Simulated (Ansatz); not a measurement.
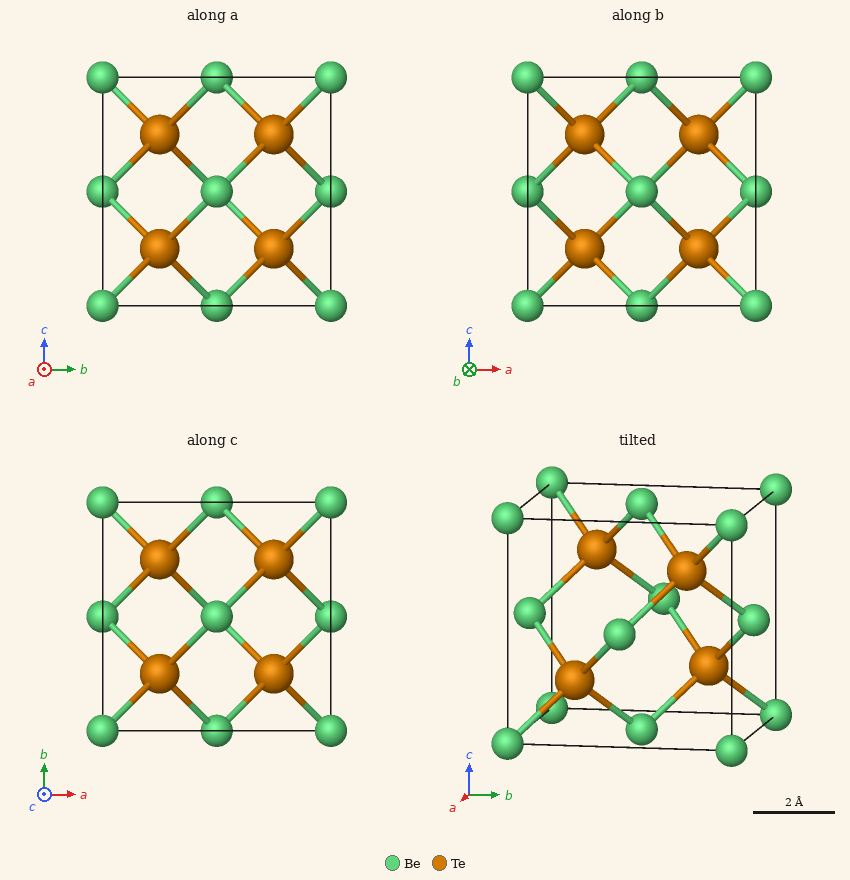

An orthographic ball-and-stick view of the structure, along the a axis, along the b axis, along the c axis and slightly off an axis. The lines enclose the conventional unit cell; boundary atoms appear with their images.

Lattice parameters: a = 5.657 Å, b = 5.657 Å, c = 5.657 Å, α = 90.00°, β = 90.00°, γ = 90.00°.

Q: Express the structure as a table of Wyckoff sites.

A: Space group F-43m (No. 216).
```json
{"atom": "Be", "site": "4a", "x": "0.0000", "y": "0.0000", "z": "0.0000"}
{"atom": "Te", "site": "4d", "x": "0.2500", "y": "0.2500", "z": "0.7500"}
```

It goes back to a structure type filled with these elements by a generator (whether the compound takes this form wasn't checked). Earlier steps of the study may have refined or changed the cell and positions. It was the input of a calculation with Ansatz.
